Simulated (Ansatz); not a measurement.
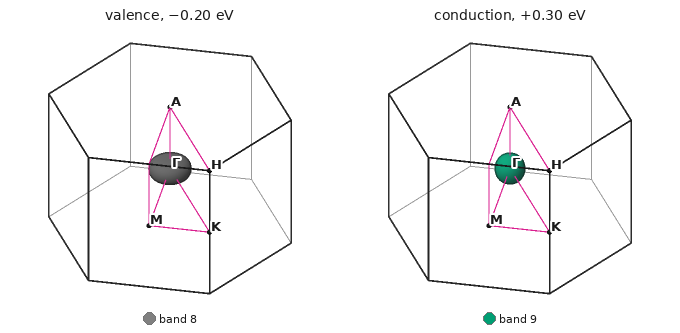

AlN in space group P6_3/mmc: constant-energy surfaces at both band edges (energies from each edge).

The calculation used DFT PBE, scalar-relativistic, plane waves, PAW; levels and slopes on a dense k mesh at the converged density in Ansatz. No spin polarisation. The levels come from a k mesh of 30×30×22 points. Unrelaxed database geometry. The cell comes from a database of computed structures, not from a measurement.

Masses come from a second pass at points close to the extrema; at the energies drawn a band may no longer be parabolic.

**Is the gap direct or indirect, and how large does the calculation make it?**

The gap is direct, 3.26 eV at this level of theory, which underestimates gaps and can reorder valleys that lie close.

**Give the valleys and their effective masses.**

Valence band (extrema up to 0.20 eV from the edge): one maximum at Γ, principal masses 0.27, 0.94 and 0.94 mₑ. Band 8 forms the valence edge.
Conduction band (extrema up to 0.30 eV from the edge): one minimum at Γ, principal masses 0.30, 0.30 and 0.32 mₑ. Band 9 forms the conduction edge.
